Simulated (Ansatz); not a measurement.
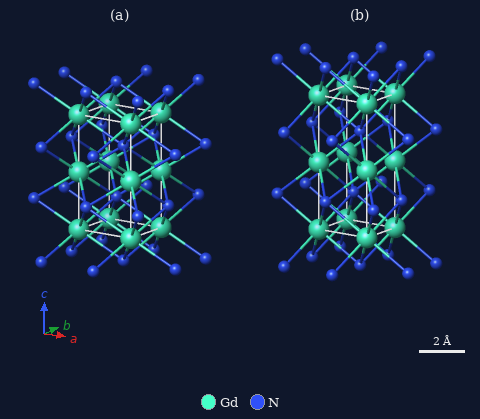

The structure of crystalline GdN (built on the NiAs type) (coarse preliminary run) before (left) and after (right) a relaxation, at one scale.

Style: ball-and-stick. Shown: the cell of the calculation, slightly off an axis.

These are results of DFT PBE+U, scalar-relativistic, plane waves, PAW (Ansatz), not measurements. Settings: plane-wave cutoff 420 eV; k-point mesh 6 × 6 × 4; occupations gaussian; smearing width 0.05 eV; U Gd 6.0 eV; collinear spin; cell relaxed at fixed volume; force threshold 0.04 eV/Å; at most 40 steps.

Describe what moved and what it gained.

The atoms keep their places relative to the cell (all moves are under 0.005 Å). The drawn cell changes at constant volume: a = b 3.704 → 3.427 Å (−7.5 %), c 5.163 → 6.033 Å (+16.9 %). Near-neighbour distances that change, for instance: Gd–Gd 2.581 → 3.017 Å, Gd–Gd 3.704 → 3.427 Å, Gd–N 2.498 → 2.488 Å. Bond angles that change, for instance: Gd–N–Gd 62.2° → 74.6°, Gd–N–Gd 95.7° → 87.1°, N–Gd–N 84.3° → 92.9°. The space group stays P6_3/mmc (No. 194). After 5 accepted moves (7 points after the start) the energy has fallen by 601 meV per atom. All forces vanish by symmetry, so only the cell relaxes. The pressure goes from 8.71 to 6.30 GPa. At 2 points the geometry stayed and the basis and grid were re-selected for the new cell (energy shift of 13.9 meV per atom at most each time).
